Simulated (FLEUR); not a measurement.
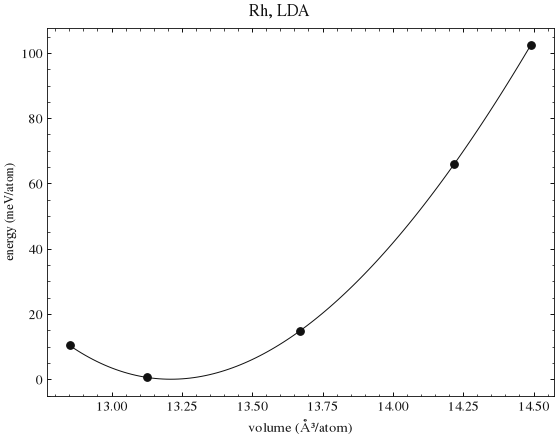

The figure shows the energy against volume for Rh, space group Fm-3m (No. 225).

Starting cell:
```cif
data_structure
_symmetry_space_group_name_H-M 'P 1'
_symmetry_Int_Tables_number 1
_cell_length_a 2.6840
_cell_length_b 2.6840
_cell_length_c 2.6840
_cell_angle_alpha 60.000
_cell_angle_beta 60.000
_cell_angle_gamma 60.000
_cell_volume 13.67
loop_
_atom_site_label
_atom_site_type_symbol
_atom_site_fract_x
_atom_site_fract_y
_atom_site_fract_z
_atom_site_occupancy
Rh1 Rh 0.00000 0.00000 0.00000 1
```

Calculation (FLEUR MaX-R8.1 (later development tree)): all-electron LAPW DFT, no spin polarisation; energies at scaled volumes of the given cell, shape and fractions fixed, counted from the fit's minimum, third-order Birch-Murnaghan fit. Level: LDA.

k mesh 12×12×12; occupations Fermi–Dirac; smearing width 0.05 eV; potentials all electron; program settings basis FLAPW, kmax 4.26 1/bohr.

This calculation gives: equilibrium volume 13.21 Å³/atom and bulk modulus 320 GPa.

Now the level changes from LDA to r2SCAN. How do these quantities change?

The equilibrium volume rises from 13.21 to 13.72 Å³/atom (+3.9 %) and the bulk modulus falls from 320 to 283 GPa (−12 %).

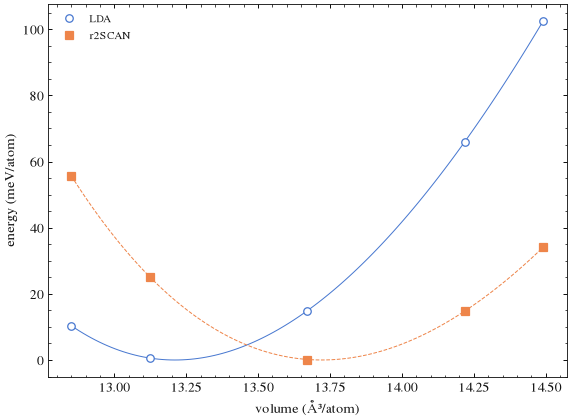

The two results together.

V0 and the bulk modulus come from third-order Birch–Murnaghan fits.
